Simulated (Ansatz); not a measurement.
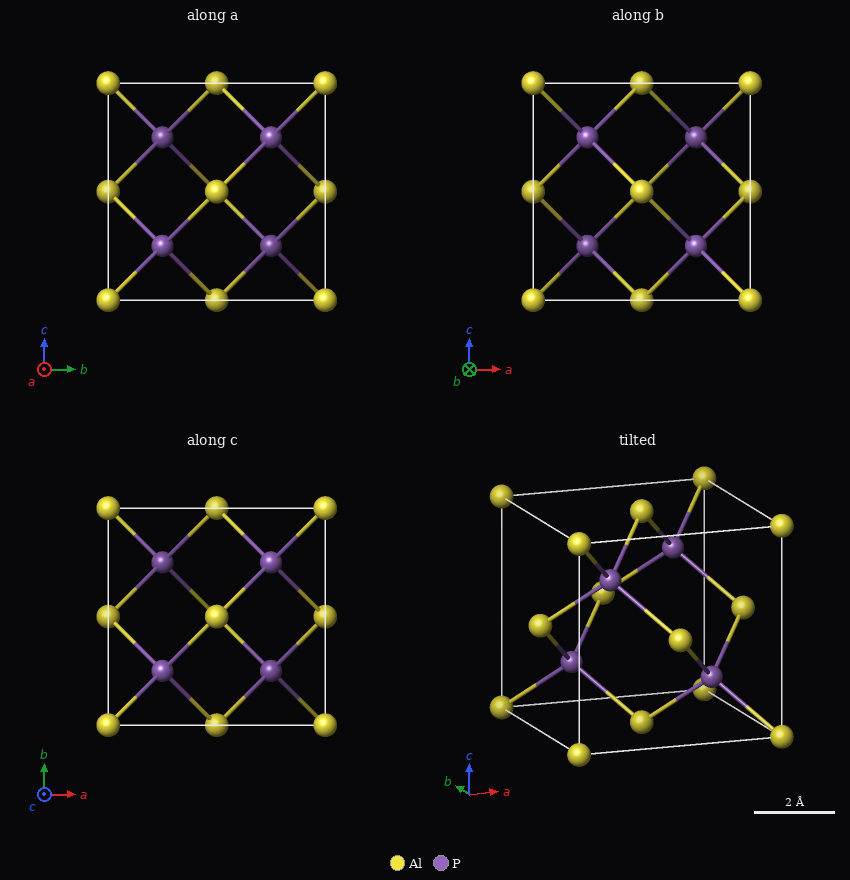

Drawn in the ball-and-stick manner and seen along the a axis, along the b axis, along the c axis and slightly off an axis. One conventional unit cell is framed, with atoms on its boundary repeated.

Lattice parameters: a = 5.4742 Å, b = 5.4742 Å, c = 5.4742 Å, α = 90.000°, β = 90.000°, γ = 90.000°.

> Transcribe the picture into a CIF with its space group and independent sites.

```cif
data_structure
_symmetry_space_group_name_H-M 'F -4 3 m'
_symmetry_Int_Tables_number 216
_cell_length_a 5.4742
_cell_length_b 5.4742
_cell_length_c 5.4742
_cell_angle_alpha 90.000
_cell_angle_beta 90.000
_cell_angle_gamma 90.000
_cell_volume 164.04
loop_
_atom_site_label
_atom_site_type_symbol
_atom_site_symmetry_multiplicity
_atom_site_Wyckoff_symbol
_atom_site_fract_x
_atom_site_fract_y
_atom_site_fract_z
_atom_site_occupancy
Al1 Al 4 a 0.0000 0.0000 0.0000 1
P1 P 4 d 0.2500 0.2500 0.7500 1
```

It goes back to a structure type filled with these elements by a generator (whether the compound takes this form wasn't checked). Earlier steps of the study, as a rule a relaxation of our own, may have changed the cell and positions, so they can lie some per cent off the listed ones. It was the input of a calculation with Ansatz.
